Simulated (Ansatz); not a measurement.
```
CELL_PARAMETERS angstrom
3.05459 0.00000 -3.05459
-3.05459 3.05459 0.00000
6.07864 6.07864 6.07864
ATOMIC_POSITIONS crystal
In 0.66667 0.33333 0.33305
In 0.33333 0.66667 0.66639
In 0.00000 0.00000 0.99972
As 0.00000 0.00000 0.25028
As 0.66667 0.33333 0.58361
As 0.33333 0.66667 0.91695
```

Space group R3m; started from the zincblende prototype, which need not be the ambient phase; changed on purpose from its base cell (shear 111 strain -0.5%); computed pressure about 2 GPa in this cell.

All numbers below come from DFT, PBE, plane waves, PAW in Ansatz.

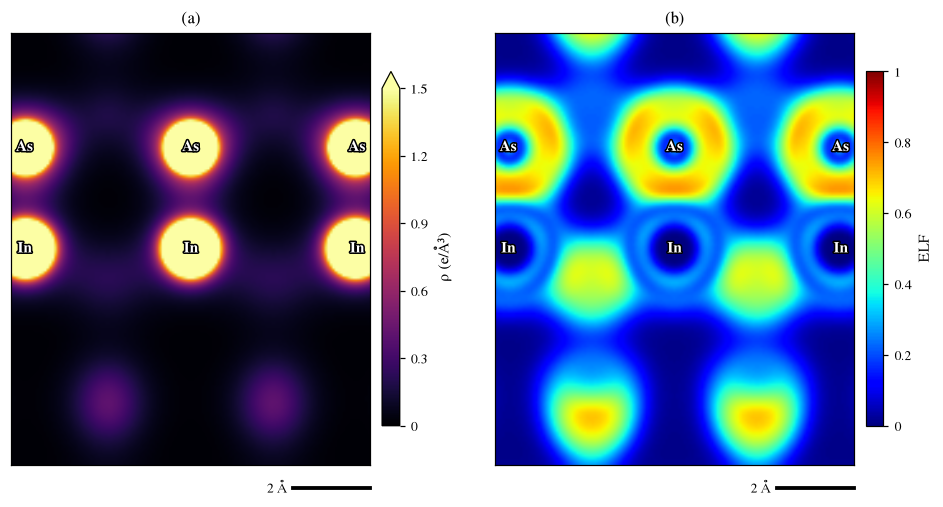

InAs. (a) valence electron density; (b) ELF on the (100) plane of the conventional cell.

In a PAW calculation such maps are meaningful between the atoms, not at the nuclei.

Interpret the plot.

The section cuts through In and As sites. In–As (2.64 Å): ρ at the midpoint is about 0.41 e/Å³; the ELF peaks at about 0.75 between the atoms. Between the atoms the lowest density in this plane is 0.01 e/Å³.
